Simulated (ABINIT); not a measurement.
## Run report: ZrS, geometry relaxation (part 2 of 3)

The same run, continued: ZrS (2 atoms in the cell); Kohn-Sham DFT of a periodic cell, LDA, PseudoDojo NC SR LDA v0.4.1 standard, no spin polarisation (ABINIT 10.8.3); cutoff 952.4 eV, 7×7×7 k-mesh, fermi-dirac of 0.05 eV. The structure derives from an entry of the Crystallography Open Database.

Geometry of the input (Å; fractional positions):
```
0.0000  2.6250  2.6250
2.6250  0.0000  2.6250
2.6250  2.6250  0.0000
Zr 0.0000  0.0000  0.0000
S  0.5000  0.5000  0.5000
```

What the program printed, continued
```
--- !ResultsGS
iteration_state: {dtset: 1, itime: 3, icycle: 1, }
comment   : Summary of ground state results
lattice_vectors:
- [  0.0000000,   4.8463923,   4.8463923, ]
- [  4.8463923,   0.0000000,   4.8463923, ]
- [  4.8463923,   4.8463923,   0.0000000, ]
lattice_lengths: [   6.85383,    6.85383,    6.85383, ]
lattice_angles: [ 60.000,  60.000,  60.000, ] # degrees, (23, 13, 12)
lattice_volume:   2.2765945E+02
convergence: {deltae:  2.665E-12, res2:  5.121E-14, residm:  1.048E-05, diffor: null, }
etotal    :  -6.18598317E+01
entropy   :   0.00000000E+00
fermie    :   4.50699979E-01
cartesian_stress_tensor: # hartree/bohr^3
- [ -2.05883732E-05,   0.00000000E+00,   0.00000000E+00, ]
- [  0.00000000E+00,  -2.05883732E-05,   0.00000000E+00, ]
- [  0.00000000E+00,   0.00000000E+00,  -2.05883732E-05, ]
pressure_GPa:   6.0573E-01
xred      :
- [  0.0000E+00,   0.0000E+00,   0.0000E+00, Zr]
- [  5.0000E-01,   5.0000E-01,   5.0000E-01,  S]
cartesian_forces: # hartree/bohr
- [ -0.00000000E+00,  -0.00000000E+00,  -0.00000000E+00, ]
- [ -0.00000000E+00,  -0.00000000E+00,  -0.00000000E+00, ]
force_length_stats: {min:   0.00000000E+00, max:   0.00000000E+00, mean:   0.00000000E+00, }
...

 Integrated electronic density in atomic spheres:
 ------------------------------------------------
 Atom  Sphere_radius  Integrated_density
    1        2.00000          8.45441583
    2        2.00000          4.07015086

---OUTPUT-----------------------------------------------------------------------

 Cartesian coordinates (xcart) [bohr]
  0.00000000000000E+00  0.00000000000000E+00  0.00000000000000E+00
  4.84639226096374E+00  4.84639226096374E+00  4.84639226096374E+00
 Reduced coordinates (xred)
  0.00000000000000E+00  0.00000000000000E+00  0.00000000000000E+00
  5.00000000000000E-01  5.00000000000000E-01  5.00000000000000E-01
 Cartesian forces (fcart) [Ha/bohr]; max,rms= 0.00000E+00 0.00000E+00 (free atoms)
 -0.00000000000000E+00 -0.00000000000000E+00 -0.00000000000000E+00
 -0.00000000000000E+00 -0.00000000000000E+00 -0.00000000000000E+00
 Gradient of E wrt nuclear positions in reduced coordinates (gred)
  0.00000000000000E+00  0.00000000000000E+00  0.00000000000000E+00
  0.00000000000000E+00  0.00000000000000E+00  0.00000000000000E+00
 Scale of Primitive Cell (acell) [bohr]
  6.85383366403494E+00  6.85383366403494E+00  6.85383366403494E+00
 Real space primitive translations (rprimd) [bohr]
  0.00000000000000E+00  4.84639226096374E+00  4.84639226096374E+00
  4.84639226096374E+00  0.00000000000000E+00  4.84639226096374E+00
  4.84639226096374E+00  4.84639226096374E+00  0.00000000000000E+00
 Unitary Cell Volume (ucvol) [Bohr^3]=  2.27659450416429E+02
 Angles (23,13,12)= [degrees]
  6.00000000000000E+01  6.00000000000000E+01  6.00000000000000E+01
 Lengths [Bohr]
  6.85383366403494E+00  6.85383366403494E+00  6.85383366403494E+00
 Stress tensor in cartesian coordinates (strten) [Ha/bohr^3]
 -2.05883731958737E-05  0.00000000000000E+00  0.00000000000000E+00
  0.00000000000000E+00 -2.05883731958720E-05  0.00000000000000E+00
  0.00000000000000E+00  0.00000000000000E+00 -2.05883731958754E-05
 Total energy (etotal) [Ha]= -6.18598317131955E+01

 Difference of energy with previous step (new-old):
           Absolute (Ha)=-8.68725E-04
           Relative     =-1.40435E-05

--- Iteration: ( 4/50) Internal Cycle: (1/1)
--------------------------------------------------------------------------------

---SELF-CONSISTENT-FIELD CONVERGENCE--------------------------------------------

--- !BeginCycle
iteration_state: {dtset: 1, itime: 4, icycle: 1, }
solver: {iscf: 7, nstep: 80, nline: 4, wfoptalg: 0, }
tolerances: {tolvrs: 1.00E-12, }
...

     iter   Etot(hartree)      deltaE(h)  residm     vres2
 ETOT  1  -61.859744745507    -6.186E+01 8.018E-06 1.117E+00
 ETOT  2  -61.859805741538    -6.100E-05 3.942E-06 3.762E-01
 ETOT  3  -61.859840346141    -3.460E-05 1.218E-06 3.651E-03
 ETOT  4  -61.859840675417    -3.293E-07 4.596E-07 3.958E-05
 ETOT  5  -61.859840678178    -2.760E-09 4.594E-07 4.593E-07
 ETOT  6  -61.859840678209    -3.102E-11 2.647E-07 7.324E-09
 ETOT  7  -61.859840678208     6.253E-13 2.793E-07 8.329E-11
 ETOT  8  -61.859840678208     7.390E-13 1.585E-07 3.365E-13

 At SCF step    8       vres2   =  3.37E-13 < tolvrs=  1.00E-12 =>converged.

 Cartesian components of stress tensor (hartree/bohr^3)
  sigma(1 1)=  1.12356966E-06  sigma(3 2)=  0.00000000E+00
  sigma(2 2)=  1.12356966E-06  sigma(3 1)=  0.00000000E+00
  sigma(3 3)=  1.12356966E-06  sigma(2 1)=  0.00000000E+00

--- !ResultsGS
iteration_state: {dtset: 1, itime: 4, icycle: 1, }
comment   : Summary of ground state results
lattice_vectors:
- [  0.0000000,   4.8529469,   4.8529469, ]
- [  4.8529469,   0.0000000,   4.8529469, ]
- [  4.8529469,   4.8529469,   0.0000000, ]
lattice_lengths: [   6.86310,    6.86310,    6.86310, ]
lattice_angles: [ 60.000,  60.000,  60.000, ] # degrees, (23, 13, 12)
lattice_volume:   2.2858441E+02
convergence: {deltae:  7.390E-13, res2:  3.365E-13, residm:  1.585E-07, diffor: null, }
etotal    :  -6.18598407E+01
entropy   :   0.00000000E+00
fermie    :   4.48638082E-01
cartesian_stress_tensor: # hartree/bohr^3
- [  1.12356966E-06,   0.00000000E+00,   0.00000000E+00, ]
- [  0.00000000E+00,   1.12356966E-06,   0.00000000E+00, ]
- [  0.00000000E+00,   0.00000000E+00,   1.12356966E-06, ]
pressure_GPa:  -3.3057E-02
xred      :
- [  0.0000E+00,   0.0000E+00,   0.0000E+00, Zr]
- [  5.0000E-01,   5.0000E-01,   5.0000E-01,  S]
cartesian_forces: # hartree/bohr
- [ -0.00000000E+00,  -0.00000000E+00,  -0.00000000E+00, ]
- [ -0.00000000E+00,  -0.00000000E+00,  -0.00000000E+00, ]
force_length_stats: {min:   0.00000000E+00, max:   0.00000000E+00, mean:   0.00000000E+00, }
...

 Integrated electronic density in atomic spheres:
 ------------------------------------------------
 Atom  Sphere_radius  Integrated_density
    1        2.00000          8.44097581
    2        2.00000          4.07648260

---OUTPUT-----------------------------------------------------------------------

 Cartesian coordinates (xcart) [bohr]
  0.00000000000000E+00  0.00000000000000E+00  0.00000000000000E+00
  4.85294691055424E+00  4.85294691055424E+00  4.85294691055424E+00
 Reduced coordinates (xred)
  0.00000000000000E+00  0.00000000000000E+00  0.00000000000000E+00
  5.00000000000000E-01  5.00000000000000E-01  5.00000000000000E-01
 Cartesian forces (fcart) [Ha/bohr]; max,rms= 0.00000E+00 0.00000E+00 (free atoms)
 -0.00000000000000E+00 -0.00000000000000E+00 -0.00000000000000E+00
 -0.00000000000000E+00 -0.00000000000000E+00 -0.00000000000000E+00
 Gradient of E wrt nuclear positions in reduced coordinates (gred)
  0.00000000000000E+00  0.00000000000000E+00  0.00000000000000E+00
  0.00000000000000E+00  0.00000000000000E+00  0.00000000000000E+00
 Scale of Primitive Cell (acell) [bohr]
  6.86310333838241E+00  6.86310333838241E+00  6.86310333838241E+00
 Real space primitive translations (rprimd) [bohr]
  0.00000000000000E+00  4.85294691055424E+00  4.85294691055424E+00
  4.85294691055424E+00  0.00000000000000E+00  4.85294691055424E+00
  4.85294691055424E+00  4.85294691055424E+00  0.00000000000000E+00
 Unitary Cell Volume (ucvol) [Bohr^3]=  2.28584414984857E+02
 Angles (23,13,12)= [degrees]
  6.00000000000000E+01  6.00000000000000E+01  6.00000000000000E+01
 Lengths [Bohr]
  6.86310333838241E+00  6.86310333838241E+00  6.86310333838241E+00
 Stress tensor in cartesian coordinates (strten) [Ha/bohr^3]
  1.12356965988047E-06  0.00000000000000E+00  0.00000000000000E+00
  0.00000000000000E+00  1.12356965987527E-06  0.00000000000000E+00
  0.00000000000000E+00  0.00000000000000E+00  1.12356965987007E-06
 Total energy (etotal) [Ha]= -6.18598406782075E+01

 Difference of energy with previous step (new-old):
           Absolute (Ha)=-8.96501E-06
           Relative     =-1.44925E-07

--- Iteration: ( 5/50) Internal Cycle: (1/1)
--------------------------------------------------------------------------------

---SELF-CONSISTENT-FIELD CONVERGENCE--------------------------------------------

--- !BeginCycle
iteration_state: {dtset: 1, itime: 5, icycle: 1, }
solver: {iscf: 7, nstep: 80, nline: 4, wfoptalg: 0, }
tolerances: {tolvrs: 1.00E-12, }
...

     iter   Etot(hartree)      deltaE(h)  residm     vres2
 ETOT  1  -61.859840447283    -6.186E+01 8.838E-08 3.006E-03
 ETOT  2  -61.859840611465    -1.642E-07 5.844E-08 1.013E-03
 ETOT  3  -61.859840704558    -9.309E-08 6.692E-08 9.696E-06
 ETOT  4  -61.859840705434    -8.753E-10 3.519E-08 1.053E-07
 ETOT  5  -61.859840705439    -5.272E-12 4.190E-08 1.186E-09
 ETOT  6  -61.859840705439    -3.837E-13 2.140E-08 2.015E-11
 ETOT  7  -61.859840705440    -3.624E-13 2.506E-08 2.375E-13

 At SCF step    7       vres2   =  2.37E-13 < tolvrs=  1.00E-12 =>converged.

 Cartesian components of stress tensor (hartree/bohr^3)
  sigma(1 1)=  5.92769143E-09  sigma(3 2)=  0.00000000E+00
  sigma(2 2)=  5.92769142E-09  sigma(3 1)=  0.00000000E+00
  sigma(3 3)=  5.92769142E-09  sigma(2 1)=  0.00000000E+00

--- !ResultsGS
iteration_state: {dtset: 1, itime: 5, icycle: 1, }
comment   : Summary of ground state results
lattice_vectors:
- [  0.0000000,   4.8526064,   4.8526064, ]
- [  4.8526064,   0.0000000,   4.8526064, ]
- [  4.8526064,   4.8526064,   0.0000000, ]
lattice_lengths: [   6.86262,    6.86262,    6.86262, ]
lattice_angles: [ 60.000,  60.000,  60.000, ] # degrees, (23, 13, 12)
lattice_volume:   2.2853630E+02
convergence: {deltae: -3.624E-13, res2:  2.375E-13, residm:  2.506E-08, diffor: null, }
etotal    :  -6.18598407E+01
entropy   :   0.00000000E+00
fermie    :   4.48745007E-01
cartesian_stress_tensor: # hartree/bohr^3
- [  5.92769143E-09,   0.00000000E+00,   0.00000000E+00, ]
- [  0.00000000E+00,   5.92769142E-09,   0.00000000E+00, ]
- [  0.00000000E+00,   0.00000000E+00,   5.92769142E-09, ]
pressure_GPa:  -1.7440E-04
xred      :
- [  0.0000E+00,   0.0000E+00,   0.0000E+00, Zr]
- [  5.0000E-01,   5.0000E-01,   5.0000E-01,  S]
cartesian_forces: # hartree/bohr
- [ -0.00000000E+00,  -0.00000000E+00,  -0.00000000E+00, ]
- [ -0.00000000E+00,  -0.00000000E+00,  -0.00000000E+00, ]
force_length_stats: {min:   0.00000000E+00, max:   0.00000000E+00, mean:   0.00000000E+00, }
...

 Integrated electronic density in atomic spheres:
 ------------------------------------------------
 Atom  Sphere_radius  Integrated_density
    1        2.00000          8.44062393
    2        2.00000          4.07615390

---OUTPUT-----------------------------------------------------------------------

 Cartesian coordinates (xcart) [bohr]
  0.00000000000000E+00  0.00000000000000E+00  0.00000000000000E+00
  4.85260640795841E+00  4.85260640795841E+00  4.85260640795841E+00
 Reduced coordinates (xred)
  0.00000000000000E+00  0.00000000000000E+00  0.00000000000000E+00
  5.00000000000000E-01  5.00000000000000E-01  5.00000000000000E-01
 Cartesian forces (fcart) [Ha/bohr]; max,rms= 0.00000E+00 0.00000E+00 (free atoms)
 -0.00000000000000E+00 -0.00000000000000E+00 -0.00000000000000E+00
 -0.00000000000000E+00 -0.00000000000000E+00 -0.00000000000000E+00
 Gradient of E wrt nuclear positions in reduced coordinates (gred)
  0.00000000000000E+00  0.00000000000000E+00  0.00000000000000E+00
  0.00000000000000E+00  0.00000000000000E+00  0.00000000000000E+00
 Scale of Primitive Cell (acell) [bohr]
  6.86262179499337E+00  6.86262179499337E+00  6.86262179499337E+00
 Real space primitive translations (rprimd) [bohr]
  0.00000000000000E+00  4.85260640795841E+00  4.85260640795841E+00
  4.85260640795841E+00  0.00000000000000E+00  4.85260640795841E+00
  4.85260640795841E+00  4.85260640795841E+00  0.00000000000000E+00
 Unitary Cell Volume (ucvol) [Bohr^3]=  2.28536303109470E+02
 Angles (23,13,12)= [degrees]
  6.00000000000000E+01  6.00000000000000E+01  6.00000000000000E+01
 Lengths [Bohr]
  6.86262179499337E+00  6.86262179499337E+00  6.86262179499337E+00
 Stress tensor in cartesian coordinates (strten) [Ha/bohr^3]
  5.92769142625238E-09  0.00000000000000E+00  0.00000000000000E+00
  0.00000000000000E+00  5.92769142451766E-09  0.00000000000000E+00
  0.00000000000000E+00  0.00000000000000E+00  5.92769142104821E-09
 Total energy (etotal) [Ha]= -6.18598407054398E+01

 Difference of energy with previous step (new-old):
           Absolute (Ha)=-2.72322E-08
           Relative     =-4.40225E-10

 At Broyd/MD step   5, gradients are converged :
  max grad (force/stress) = 5.9277E-07 < tolmxf= 2.0000E-05 ha/bohr (free atoms)

================================================================================

 ----iterations are completed or convergence reached----

 Mean square residual over all n,k,spin=   96.426E-12; max=  25.056E-09
 reduced coordinates (array xred) for    2 atoms
       0.000000000000      0.000000000000      0.000000000000
       0.500000000000      0.500000000000      0.500000000000
 rms dE/dt=  0.0000E+00; max dE/dt=  0.0000E+00; dE/dt below (all hartree)
    1       0.000000000000      0.000000000000      0.000000000000
    2       0.000000000000      0.000000000000      0.000000000000

 cartesian coordinates (angstrom) at end:
    1      0.00000000000000     0.00000000000000     0.00000000000000
    2      2.56788872283137     2.56788872283137     2.56788872283137

 cartesian forces (hartree/bohr) at end:
    1     -0.00000000000000    -0.00000000000000    -0.00000000000000
    2     -0.00000000000000    -0.00000000000000    -0.00000000000000
 frms,max,avg= 0.0000000E+00 0.0000000E+00   0.000E+00  0.000E+00  0.000E+00 h/b

 cartesian forces (eV/Angstrom) at end:
    1     -0.00000000000000    -0.00000000000000    -0.00000000000000
    2     -0.00000000000000    -0.00000000000000    -0.00000000000000
 frms,max,avg= 0.0000000E+00 0.0000000E+00   0.000E+00  0.000E+00  0.000E+00 e/A
 length scales=  6.862621794993  6.862621794993  6.862621794993 bohr
              =  3.631543058493  3.631543058493  3.631543058493 angstroms
 Fermi (or HOMO) energy (hartree) =   0.44875   Average Vxc (hartree)=  -0.44502
 Eigenvalues (hartree) for nkpt=  20  k points:
 kpt#   1, nband= 13, wtk=  0.00292, kpt=  0.0000  0.0000  0.0000 (reduced coord)
  -1.37861   -0.57049   -0.57049   -0.57049   -0.14035    0.32205    0.32205    0.32205
   0.39385    0.39385    0.39385    0.42073    0.42073
      occupation numbers for kpt#   1
   2.00000    2.00000    2.00000    2.00000    2.00000    2.00000    2.00000    2.00000
   2.00000    2.00000    2.00000    2.00000    2.00000
 prteigrs : prtvol=0 or 1, do not print more k-points.

--- !EnergyTerms
iteration_state     : {dtset: 1, itime: 5, icycle: 1, }
comment             : Components of total free energy in Hartree
kinetic             :  1.85952049743316E+01
hartree             :  7.44001292177545E+00
xc                  : -1.32990179233143E+01
Ewald energy        : -5.06015028927384E+01
psp_core            :  2.16766104347607E+00
local_psp           : -3.28915230171824E+01
non_local_psp       :  6.72976003341572E+00
internal            : -6.18594048602363E+01
'-kT*entropy'       : -4.35845203471509E-04
total_energy        : -6.18598407054398E+01
total_energy_eV     : -1.68329201855058E+03
band_energy         : -4.22199008835995E+00
...

 Cartesian components of stress tensor (hartree/bohr^3)
  sigma(1 1)=  5.92769143E-09  sigma(3 2)=  0.00000000E+00
  sigma(2 2)=  5.92769142E-09  sigma(3 1)=  0.00000000E+00
  sigma(3 3)=  5.92769142E-09  sigma(2 1)=  0.00000000E+00

-Cartesian components of stress tensor (GPa)         [Pressure= -1.7440E-04 GPa]
- sigma(1 1)=  1.74398703E-04  sigma(3 2)=  0.00000000E+00
- sigma(2 2)=  1.74398703E-04  sigma(3 1)=  0.00000000E+00
- sigma(3 3)=  1.74398703E-04  sigma(2 1)=  0.00000000E+00

== END DATASET(S) ==============================================================
================================================================================

 -outvars: echo values of variables after computation  --------
            acell      6.8626217950E+00  6.8626217950E+00  6.8626217950E+00 Bohr
           etotal     -6.1859840705E+01
            fcart     -0.0000000000E+00 -0.0000000000E+00 -0.0000000000E+00
                      -0.0000000000E+00 -0.0000000000E+00 -0.0000000000E+00
            rprim      0.0000000000E+00  7.0710678119E-01  7.0710678119E-01
                       7.0710678119E-01  0.0000000000E+00  7.0710678119E-01
                       7.0710678119E-01  7.0710678119E-01  0.0000000000E+00
           strten      5.9276914263E-09  5.9276914245E-09  5.9276914210E-09
                       0.0000000000E+00  0.0000000000E+00  0.0000000000E+00
           xangst      0.0000000000E+00  0.0000000000E+00  0.0000000000E+00
                       2.5678887228E+00  2.5678887228E+00  2.5678887228E+00
             xred      0.0000000000E+00  0.0000000000E+00  0.0000000000E+00
                       5.0000000000E-01  5.0000000000E-01  5.0000000000E-01
 Calculation completed.
```

Trajectory as extended XYZ (Å, eV, eV/Å), 5 frames, from step=0 to step=4
```
2
Lattice="0.0000 2.6250 2.6250 2.6250 0.0000 2.6250 2.6250 2.6250 0.0000" Properties=species:S:1:pos:R:3:forces:R:3 step=0 energy=-1683.22386
Zr    0.0000    0.0000    0.0000    0.0000   0.0000   0.0000
S     2.6250    2.6250    2.6250    0.0000   0.0000   0.0000
2
Lattice="0.0000 2.6012 2.6012 2.6012 0.0000 2.6012 2.6012 2.6012 0.0000" Properties=species:S:1:pos:R:3:forces:R:3 step=1 energy=-1683.26814
Zr    0.0000    0.0000    0.0000    0.0000   0.0000   0.0000
S     2.6012    2.6012    2.6012    0.0000   0.0000   0.0000
2
Lattice="0.0000 2.5646 2.5646 2.5646 0.0000 2.5646 2.5646 2.5646 0.0000" Properties=species:S:1:pos:R:3:forces:R:3 step=2 energy=-1683.29177
Zr    0.0000    0.0000    0.0000    0.0000   0.0000   0.0000
S     2.5646    2.5646    2.5646    0.0000   0.0000   0.0000
2
Lattice="0.0000 2.5681 2.5681 2.5681 0.0000 2.5681 2.5681 2.5681 0.0000" Properties=species:S:1:pos:R:3:forces:R:3 step=3 energy=-1683.29202
Zr    0.0000    0.0000    0.0000    0.0000   0.0000   0.0000
S     2.5681    2.5681    2.5681    0.0000   0.0000   0.0000
2
Lattice="0.0000 2.5679 2.5679 2.5679 0.0000 2.5679 2.5679 2.5679 0.0000" Properties=species:S:1:pos:R:3:forces:R:3 step=4 energy=-1683.29202
Zr    0.0000    0.0000    0.0000    0.0000   0.0000   0.0000
S     2.5679    2.5679    2.5679    0.0000   0.0000   0.0000
```

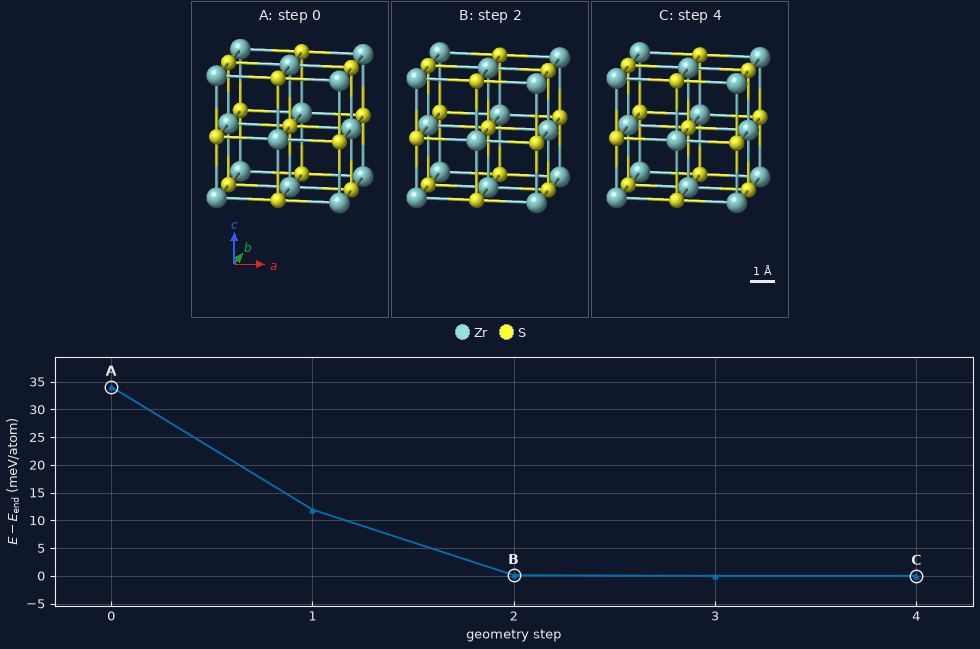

Fig. 1: Frames of the relaxation (ball-and-stick view of the cell 4 times as large as that of the calculation, set on its symmetry axes, seen slightly off an axis) above the curves, on which the letters mark them (steps are counted from 0).
